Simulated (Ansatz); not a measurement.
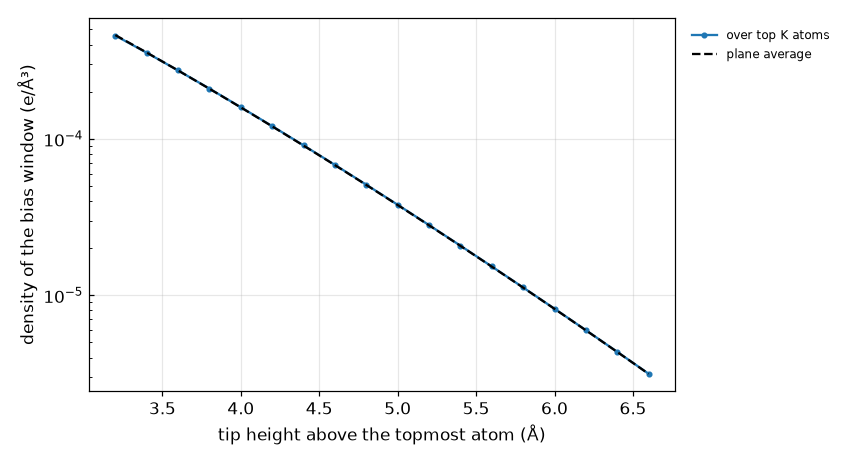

Approach curves over K(001) (P6_3/mmc bulk, the cell from a database of computed structures, not from a measurement, 8 atomic planes (those closer than 0.6 Å count as one), 27 Å) at a sample bias of +0.25 V.

Model: Tersoff–Hamann, s-wave tip, no tip–sample forces. Bias windows are sharp sums over the levels of the k mesh.

Theory: Ansatz 0.2.0, DFT PBE, scalar-relativistic, plane waves, PAW. Cutoff 420 eV, 15 × 15 k-points, Gaussian smearing 0.1 eV, dipole correction. The slab is a cut without reconstruction beyond its cell, at the source's lattice constants, with its lower half held fixed and the rest relaxed. This isn't the element's usual bcc form. No spin polarisation. The run warns that the functional's potential is rough in the thin density of the vacuum, where the tip is; weak contrasts and barriers may feel it.

Input

```yaml
crystal:
  lattice:
    - [4.76843413, 0.0, 0.0]
    - [-2.38421707, 4.12958509, 0.0]
    - [0.0, 0.0, 45.4736024976]
  atoms:
    - { symbol: K, position: [0.6666666669, 0.3333333338, 0.1979170223] }
    - { symbol: K, position: [0.0, 0.0, 0.2842264516] }
    - { symbol: K, position: [0.3333333338, 0.6666666669, 0.370535871] }
    - { symbol: K, position: [0.0, 0.0, 0.4568452903] }
    - { symbol: K, position: [0.6666666669, 0.3333333338, 0.5431547097] }
    - { symbol: K, position: [0.0, 0.0, 0.629464129] }
    - { symbol: K, position: [0.3333333338, 0.6666666669, 0.7157735484] }
    - { symbol: K, position: [0.0, 0.0, 0.8020829777] }
basis:
  ecutwfc: 420.0
  fft_grid_basis: typed
kpoints:
  mp_grid: { grid: [15, 15, 1] }
hamiltonian:
  xc: pbe
  pseudopotentials: { kind: paw }
scf:
  occupations: { method: gaussian, width: 0.1 }
output:
  forces: true
  eigenvalues: true
  band_densities:
    - { e_range: [-2.0, -1.0] }
    - { e_range: [-1.0, -0.5] }
    - { e_range: [-0.5, -0.25] }
    - { e_range: [-0.25, 0.0] }
    - { e_range: [0.0, 0.25] }
    - { e_range: [0.25, 0.5] }
    - { e_range: [0.5, 1.0] }
  band_residual_tolerance: 1.0e-05
  write_potential: true
  elf: true
  write_density: true
  volumetric_format: npy
efield:
  axis: 3
  dipole_correction: true
  ramp_width: 0.04
checkpoint:
  read: start.run
  write: ck
  compress: false
  write_wavefunctions: false
  write_every: 100000
```

Command:

```sh
ansatz run input.yaml --threads 1 --pin off --max-ram 2211MiB --backend cpu --events-out ev --progress --plain --runs-dir out
```

Cost without the relaxation before it: 6.9 min on 1 thread of Arm Neoverse N1, with other jobs on the host, peak memory 1.2 GiB.

Q: Estimate the decay constant and the apparent barrier, and compare with the vacuum level, which the run puts 2.39 eV above zero bias.

A: Near 4 Å the plane average falls as exp(−1.38 z/Å), a factor of 4 per ångström, which gives an apparent barrier of 1.8 eV (0.952 eV Å² times the slope squared). The upper edge of the window lies 2.14 eV under the vacuum level. The curve is still bending at 4 Å, since the potential hasn't yet risen to the vacuum level: further out the slope reaches 1.59 per Å, an apparent barrier of 2.4 eV. That far value is close to 2.14 eV.
